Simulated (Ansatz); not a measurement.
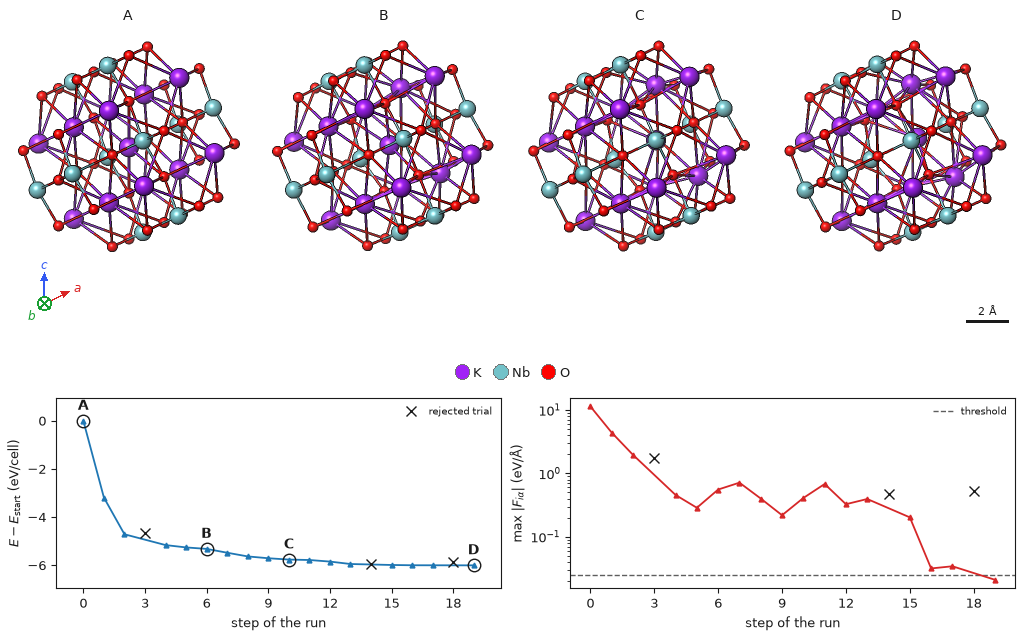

Frames of a relaxation of a defect cell of composition K$_{9}$Nb$_{8}$O$_{23}$, marked on the history of the run. A ball-and-stick model of the atoms within 5.8 Å of the atom that moves most (axes of the cell of the calculation (origin shifted)), seen along the b axis.

Case: K on a O site (c), charge +0, atoms relaxed at the host's cell.

Level of theory: Ansatz, DFT PBE, scalar-relativistic, plane waves, PAW.

Input file:
```yaml
crystal:
  lattice:
    - [0.0, 0.0, -8.4411725844]
    - [7.986165282, 0.0, -4.2205862922]
    - [0.0, -7.986165282, -4.2205862922]
  atoms:
    - { symbol: K, position: [0.496747866, 0.25, 0.25] }
    - { symbol: K, position: [0.996747866, 0.25, 0.25] }
    - { symbol: K, position: [0.246747866, 0.25, 0.75] }
    - { symbol: K, position: [0.746747866, 0.25, 0.75] }
    - { symbol: K, position: [0.246747866, 0.75, 0.25] }
    - { symbol: K, position: [0.746747866, 0.75, 0.25] }
    - { symbol: K, position: [0.496747866, 0.75, 0.75] }
    - { symbol: K, position: [0.996747866, 0.75, 0.75] }
    - { symbol: Nb, position: [0.4878540146, 0.5, 0.5] }
    - { symbol: Nb, position: [0.9878540146, 0.5, 0.5], spin: 0.333 }
    - { symbol: Nb, position: [0.2378540146, 0.5, 0.0] }
    - { symbol: Nb, position: [0.7378540146, 0.5, 0.0] }
    - { symbol: Nb, position: [0.2378540146, 0.0, 0.5], spin: 0.333 }
    - { symbol: Nb, position: [0.7378540146, 0.0, 0.5] }
    - { symbol: Nb, position: [0.4878540146, 0.0, 0.0] }
    - { symbol: Nb, position: [0.9878540146, 0.0, 0.0] }
    - { symbol: K, position: [0.1387004081, 0.25, 0.5], spin: 0.333 }
    - { symbol: O, position: [0.6387004081, 0.25, 0.5] }
    - { symbol: O, position: [0.8887004081, 0.25, 0.0] }
    - { symbol: O, position: [0.3887004081, 0.25, 0.0] }
    - { symbol: O, position: [0.8887004081, 0.75, 0.5] }
    - { symbol: O, position: [0.3887004081, 0.75, 0.5] }
    - { symbol: O, position: [0.1387004081, 0.75, 0.0] }
    - { symbol: O, position: [0.6387004081, 0.75, 0.0] }
    - { symbol: O, position: [0.1387004081, 0.5, 0.25] }
    - { symbol: O, position: [0.6387004081, 0.5, 0.25] }
    - { symbol: O, position: [0.8887004081, 0.5, 0.75] }
    - { symbol: O, position: [0.3887004081, 0.5, 0.75] }
    - { symbol: O, position: [0.8887004081, 0.0, 0.25] }
    - { symbol: O, position: [0.3887004081, 0.0, 0.25] }
    - { symbol: O, position: [0.1387004081, 0.0, 0.75] }
    - { symbol: O, position: [0.6387004081, 0.0, 0.75] }
    - { symbol: O, position: [0.5205968033, 0.0, 0.5] }
    - { symbol: O, position: [0.0205968033, 0.0, 0.5] }
    - { symbol: O, position: [0.2705968033, 0.0, 0.0] }
    - { symbol: O, position: [0.7705968033, 0.0, 0.0] }
    - { symbol: O, position: [0.2705968033, 0.5, 0.5] }
    - { symbol: O, position: [0.7705968033, 0.5, 0.5] }
    - { symbol: O, position: [0.5205968033, 0.5, 0.0] }
    - { symbol: O, position: [0.0205968033, 0.5, 0.0] }
  host:
    lattice:
      - [3.993082641, 0.0, 0.0]
      - [0.0, 3.993082641, 0.0]
      - [0.0, 0.0, 4.2205862922]
    atoms:
      - { symbol: K, position: [0.5, 0.5, 0.506504268] }
      - { symbol: Nb, position: [0.0, 0.0, 0.0242919707] }
      - { symbol: O, position: [0.5, 0.0, 0.9725991839] }
      - { symbol: O, position: [0.0, 0.5, 0.9725991839] }
      - { symbol: O, position: [0.0, 0.0, 0.4588063934] }
basis:
  ecutwfc: 420
  xc_grid: 2
kpoints:
  mp_grid: { grid: [2, 2, 2], shift: [0.0, 0.0, 0.0] }
hamiltonian:
  xc: pbe
scf:
  occupations: { method: gaussian, width: 0.01 }
output:
  forces: true
  stress: false
  eigenvalues: true
  populations: true
  charged_corrections: { defect_position: [0.13870041, 0.25, 0.5] }
magnetization:
  spin_polarized: true
relax:
  adjacent_minimum: "off"
  f_tol: 0.025
  max_steps: 45
```

Run as
```bash
ansatz run input.yaml --threads 4 --pin off --max-ram 6144MiB --backend cpu --events-out ev --progress --plain --runs-dir out
```

Question: What happens along the run?

Answer: Over 16 accepted moves (19 points after the start) the energy falls by 6.001 eV per cell of the calculation. The largest force component goes from 11 to 0.021 eV/Å. The line search rejected the trial steps at points 3, 14, 18 of the run. The largest move is that of K17, 1.21 Å along +a. Largest moves by element: K 1.21 Å, Nb 0.33 Å, O 0.29 Å. The cell stays as it was. Near-neighbour distances that change, for instance: K17–O18 4.221 → 2.718 Å, Nb14–K17 4.473 → 3.362 Å, K17–O34 2.863 → 3.961 Å, K2–K17 3.011 → 4.026 Å. New bonds form: K17–O18 (4.22 → 2.72 Å). Bonds break: K17–O34 (2.86 → 3.96 Å), K17–O38 (2.86 → 3.96 Å). Bond angles that change, for instance: O25–K17–O31 180.0° → 129.0°, O33–K17–O37 85.3° → 135.5°, K1–O18–K3 83.1° → 108.6°. The program noted that the starting moments weren't kept. From step 0 to 6: Nb atoms move most (0.43 Å), energy −5.318 eV per cell of the calculation. From step 6 to 10: K17 moves most (0.63 Å), energy −0.443 eV per cell of the calculation. From step 10 to 19: O18 moves most (0.43 Å), energy −0.240 eV per cell of the calculation.

Limits of the set-up: the k-point mesh is coarse for a cell with partly filled bands; the periodic images lie only 8.4 Å apart, so the values are limited by the cell's size.
